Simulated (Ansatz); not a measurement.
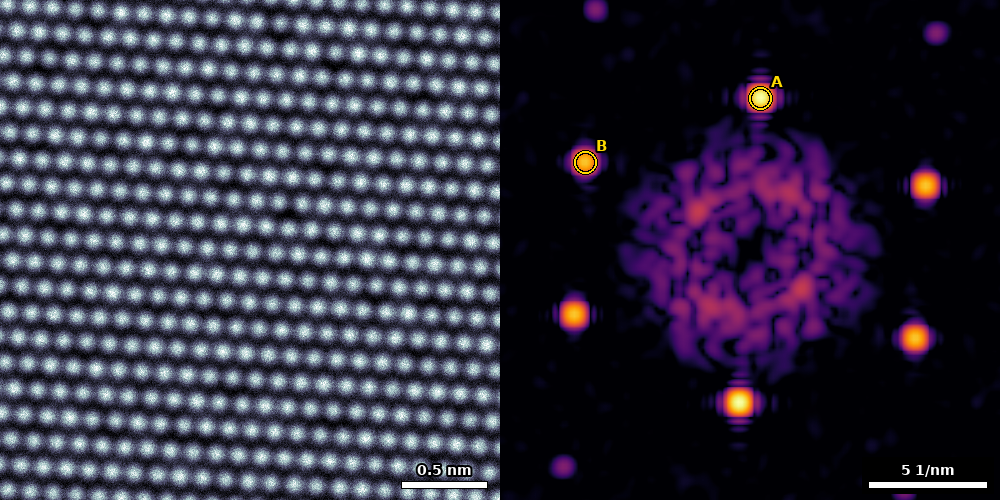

Dark-field STEM-like image of a crystal. Simulated incoherent Z contrast: every atom adds Z^1.6 spread by a probe of 0.98 Å full width; channelling and multiple scattering are left out. Shot noise and the speckle of an amorphous layer were added.

The right panel is the modulus of the image's Fourier transform on a logarithmic scale.

**Which lattice spacings do the marked spots stand for, and what angle do A and B enclose?**

A: 1.5 Å, B: 1.2 Å; A and B enclose about 66°.

The crystal is Ir (Im-3m, No. 229) along [210]; the spots are (002) and (1 -2 1). Structure used: the geometry given to an electronic-structure calculation, possibly off equilibrium; the starting structure was generated, so it need not be a known form of this composition.
